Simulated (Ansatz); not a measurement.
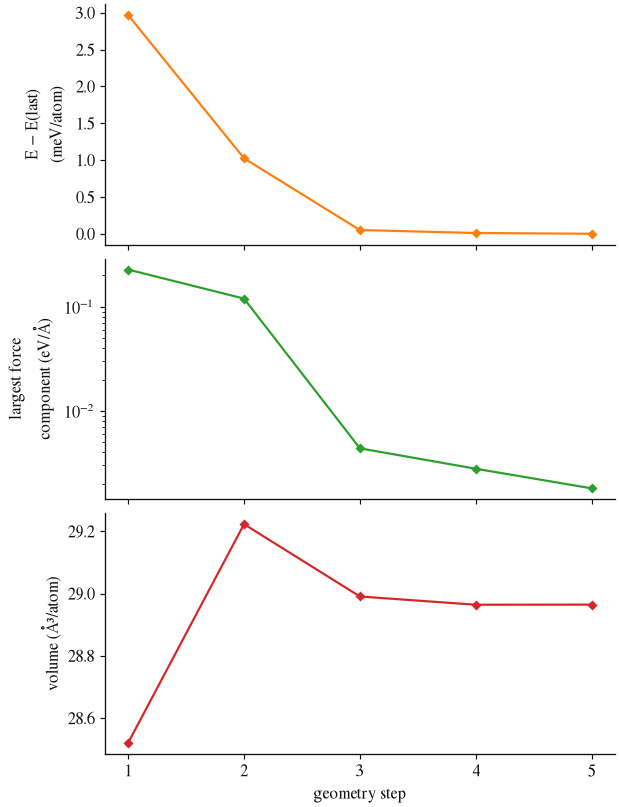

History of a geometry optimisation. Atoms and cell relax. A closing SCF on a freshly chosen basis isn't drawn.

```
crystal:
  lattice:
    - [0.0, 6.195555, 0.0]
    - [6.195555, 0.0, 0.0]
    - [3.097778, 3.097778, -5.943929]
  atoms:
    - { symbol: Ag, position: [0.0, 0.0, 0.0] }
    - { symbol: Ag, position: [0.75, 0.25, 0.5] }
    - { symbol: Se, position: [0.375, 0.38345, 0.75] }
    - { symbol: Se, position: [0.61655, 0.125, 0.25] }
    - { symbol: Se, position: [0.875, 0.86655, 0.75] }
    - { symbol: Se, position: [0.13345, 0.625, 0.25] }
    - { symbol: In, position: [0.5, 0.5, 0.0] }
    - { symbol: In, position: [0.25, 0.75, 0.5] }
  symmetry: { tolerance: 0.0003 }
kpoints:
  mp_grid: { grid: [4, 4, 4], shift: [0, 0, 0] }
magnetization:
  spin_polarized: false
scf:
  occupations: { method: fermi_dirac }
hamiltonian:
  pseudopotentials: { kind: paw }
  xc: pbe
basis:
  ecutwfc: "29.4 Ry"
output:
  forces: true
  stress: true
  eigenvalues: true
  write_density: true
  write_potential: true
  elf: true
  volumetric_format: npy
relax:
  max_steps: 40
  cell: {}
```

Command:
```bash
ansatz run input.yaml --threads 1 --pin off --max-ram 2560MiB --backend cpu --events-out ev --progress --plain --runs-dir out
```

**How did it end, and what did it gain?**

The optimisation met its thresholds at geometry 5, counting the start as the first. The energy fell by about 3 meV/atom from the first step to the last. The largest force component goes from about 0.23 eV/Å at the start to 1.8 × 10⁻³ eV/Å at the end.

**What happens to the cell?**

The volume grows from 28.52 to 28.96 Å³ per atom (+1.6 %), overshooting to 29.22 at step 2. The start was compressed.
